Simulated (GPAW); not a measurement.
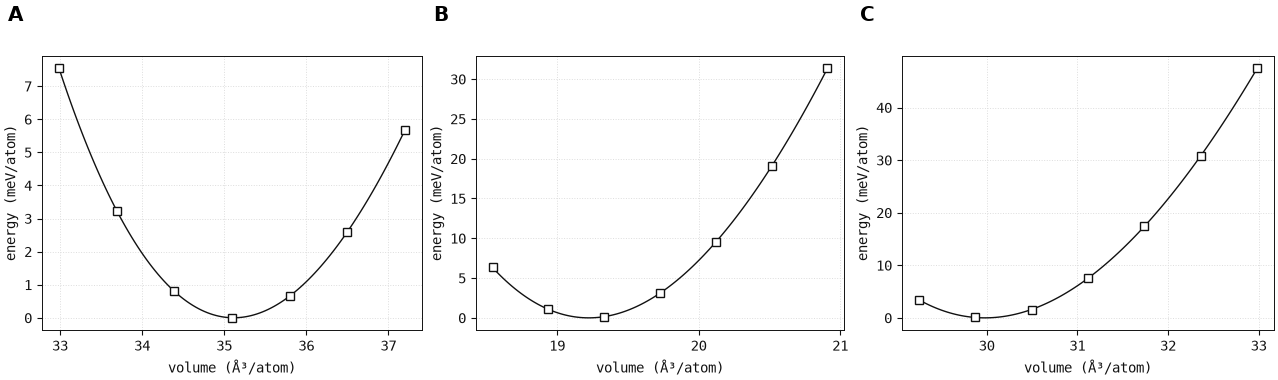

Each panel shows the energy against volume for one of these solids: Bi, Im-3m (No. 229); RbCl, Fm-3m (No. 225); ZnS, F-43m (No. 216).

Calculation (GPAW 26.7.0): PAW DFT in plane waves, on a grid or in atomic orbitals, no spin polarisation; energies at scaled volumes of the given cell, shape and fractions fixed, counted from the fit's minimum, third-order Birch-Murnaghan fit. Level: PBEsol.

Question: Which panel belongs to which solid?

Answer: A is RbCl (energy from 0.00 meV/atom to 7.54 meV/atom, V0 35.12 Å³/atom, B0 16.5 GPa); B is ZnS (energy from 0.15 meV/atom to 31.36 meV/atom, V0 19.22 Å³/atom, B0 79 GPa); C is Bi (energy from 0.10 meV/atom to 47.47 meV/atom, V0 29.98 Å³/atom, B0 59.7 GPa).

For Bi, limits of the calculation: spin-orbit coupling left out, heavy elements.
